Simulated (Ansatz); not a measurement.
```cif
data_structure
_symmetry_space_group_name_H-M 'P 1'
_symmetry_Int_Tables_number 1
_cell_length_a 4.6009
_cell_length_b 4.2428
_cell_length_c 5.8658
_cell_angle_alpha 90.000
_cell_angle_beta 90.000
_cell_angle_gamma 90.000
_cell_volume 114.50
loop_
_atom_site_label
_atom_site_type_symbol
_atom_site_fract_x
_atom_site_fract_y
_atom_site_fract_z
_atom_site_occupancy
C1 C 0.00000 0.00000 0.00000 1
C2 C 0.50000 0.50000 0.00000 1
C3 C 0.00000 0.50000 0.50000 1
C4 C 0.50000 0.00000 0.50000 1
O1 O 0.00000 0.21968 0.88327 1
O2 O 0.50000 0.71968 0.88327 1
O3 O 0.00000 0.78032 0.11673 1
O4 O 0.50000 0.28032 0.11673 1
O5 O 0.00000 0.28032 0.38327 1
O6 O 0.50000 0.78032 0.38327 1
O7 O 0.00000 0.71968 0.61673 1
O8 O 0.50000 0.21968 0.61673 1
```

Space group Cmce; a structure from a database of computed crystals, not necessarily the ambient phase; computed pressure about 9 GPa in this cell.

All numbers below come from DFT LDA, scalar-relativistic, plane waves, PAW in Ansatz.

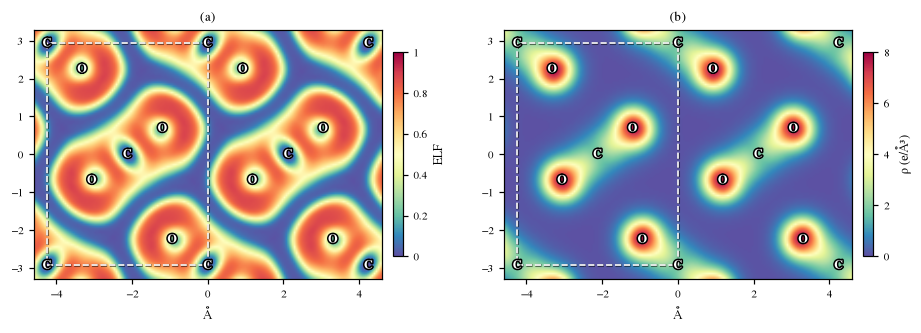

CO$_{2}$. (a) ELF; (b) valence electron density on the (100) plane of the conventional cell.

In a PAW calculation such maps are meaningful between the atoms, not at the nuclei.

> Describe what can be read from this map.

The section cuts through C and O sites.
C–O (1.16 Å): ρ is about 3.7 e/Å³ halfway; the ELF peaks at about 0.80 between the atoms (inside overlapping PAW spheres, so only a guide); a short, multiple covalent bond.
Between the atoms the lowest density in this plane is 0.04 e/Å³.
